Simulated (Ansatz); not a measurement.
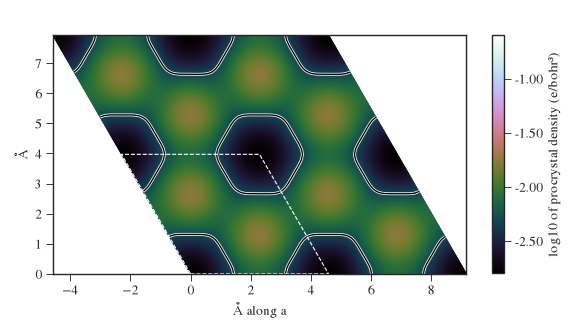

Procrystal electron density of Sb2Te3 (R-3m, No. 166), computed on the section z = 0.500 (parallel to a and b; the dashed line is one cell). It is the sum of the densities of spherically averaged neutral Hartree-Fock atoms, not a self-consistent density. The black line is the 0.005 e/bohr³ contour that bounds the voids. From Rb on the atoms have core potentials, so only their outer electrons count. The usual level for crystal voids is 0.002 e/bohr³; this crystal has almost no region below it, so a higher level is used, which marks the interstitial space of lowest density.

Source of the atomic positions: the end point of a relaxation in a fixed cell with Ansatz, DFT PBEsol, scalar-relativistic, plane waves, PAW.

```cif
data_structure
_symmetry_space_group_name_H-M 'P 1'
_symmetry_Int_Tables_number 1
_cell_length_a 4.5859
_cell_length_b 4.5859
_cell_length_c 30.0161
_cell_angle_alpha 90.000
_cell_angle_beta 90.000
_cell_angle_gamma 120.000
_cell_volume 546.68
loop_
_atom_site_label
_atom_site_type_symbol
_atom_site_fract_x
_atom_site_fract_y
_atom_site_fract_z
_atom_site_occupancy
Sb1 Sb 0.66667 0.33333 0.72896 1
Sb2 Sb 0.66667 0.33333 0.93771 1
Te1 Te 0.00000 0.00000 0.78153 1
Te2 Te 0.33333 0.66667 0.88513 1
Te3 Te 0.00000 0.00000 0.00000 1
Sb3 Sb 0.33333 0.66667 0.06229 1
Sb4 Sb 0.33333 0.66667 0.27104 1
Te4 Te 0.66667 0.33333 0.11487 1
Te5 Te 0.00000 0.00000 0.21847 1
Te6 Te 0.66667 0.33333 0.33333 1
Sb5 Sb 0.00000 0.00000 0.39563 1
Sb6 Sb 0.00000 0.00000 0.60437 1
Te7 Te 0.33333 0.66667 0.44820 1
Te8 Te 0.66667 0.33333 0.55180 1
Te9 Te 0.33333 0.66667 0.66667 1
```

### What share of the cell is void by this measure?

The voids take about 9.1 % of the cell (50 Å³ of 546.7 Å³) and are bounded by about 160 Å² of surface per cell.

### What shape does the empty space take in three dimensions?

Where they connect, they form a two-dimensional network in layers parallel to (001).

### How low does the density fall, and where?

To about 0.0016 e/bohr³ near 0.00, 0.00, 0.50 (fractional), 3.1 Å from the nearest nucleus.

### At what density do the voids first join through the crystal?

At about 0.0038 e/bohr³, as a two-dimensional network in layers parallel to (001).
